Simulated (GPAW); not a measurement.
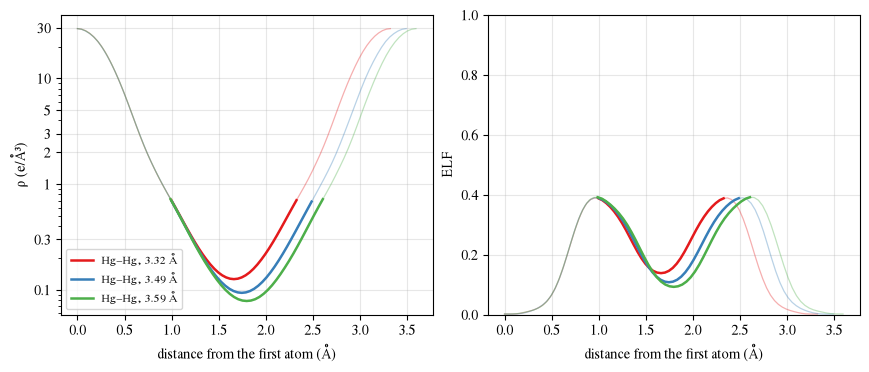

*Hg. Valence electron density and electron localisation function along straight lines between neighbouring atoms. Thin, pale parts lie inside the atomic spheres.*

Space group P-1; a structure from a database of computed crystals, not necessarily the ambient phase; computed pressure about −3 GPa in this cell.

Computed with GPAW, Kohn-Sham DFT of a periodic cell, PBEsol, PAW data sets made by gpaw-setup for the functional.

Core electrons are frozen (PAW), and the valence fields are smoothed inside the atomic spheres.

**Compare the contacts.**

Hg–Hg (3.32 Å): the density is about 0.13 e/Å³ at the midpoint; the ELF is about 0.15 at the midpoint; no localised pair shows between them.
Hg–Hg (3.49 Å): ρ is about 0.09 e/Å³ halfway; the ELF is about 0.10 at the midpoint (no shared electron pair shows on this line).
Hg–Hg (3.59 Å): the density is about 0.08 e/Å³ at the midpoint; the ELF is about 0.10 at the midpoint; no localised pair shows between them.
